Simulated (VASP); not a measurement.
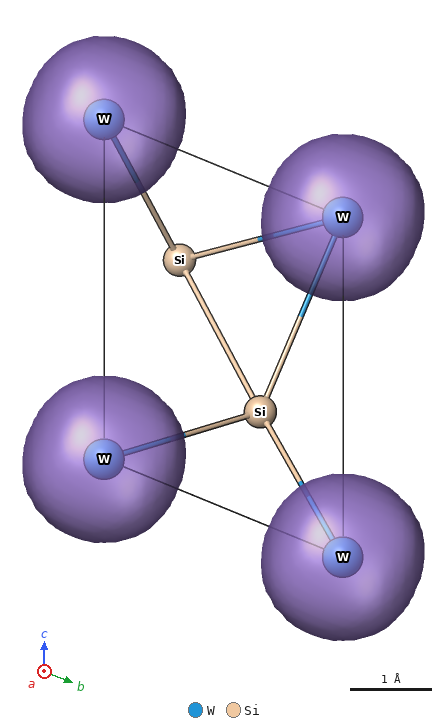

Figure 1: Si₂W. Isosurface of the valence charge density (pseudo) at 0.6 e/Å³ (purple), seen along the a axis. Sticks mark near contacts.

Space group P1; changed on purpose from its base cell (atoms moved at random by about 0.05 A); not relaxed (largest force 1.0 eV/Å); computed pressure about 4 GPa in this cell.

These are results of VASP, Kohn-Sham DFT of a periodic cell, PBE, VASP PAW PBE potentials, recommended, not measurements.

**What does this surface tell about the bonding?**

At this value the density breaks into separate islands; it holds about 45 % of the electrons treated as valence. It bridges none of the near contacts. It is pinched off along the shortest Si–W (2.52 Å), Si–Si (2.55 Å), Si–W (2.58 Å) and Si–W (2.63 Å) contacts. On the grid the lowest density along these lines, outside the cores, is 0.48 e/Å³ (Si–W, 2.52 Å), 0.34 e/Å³ (Si–Si, 2.55 Å), 0.44 e/Å³ (Si–W, 2.58 Å) and 0.41 e/Å³ (Si–W, 2.63 Å).
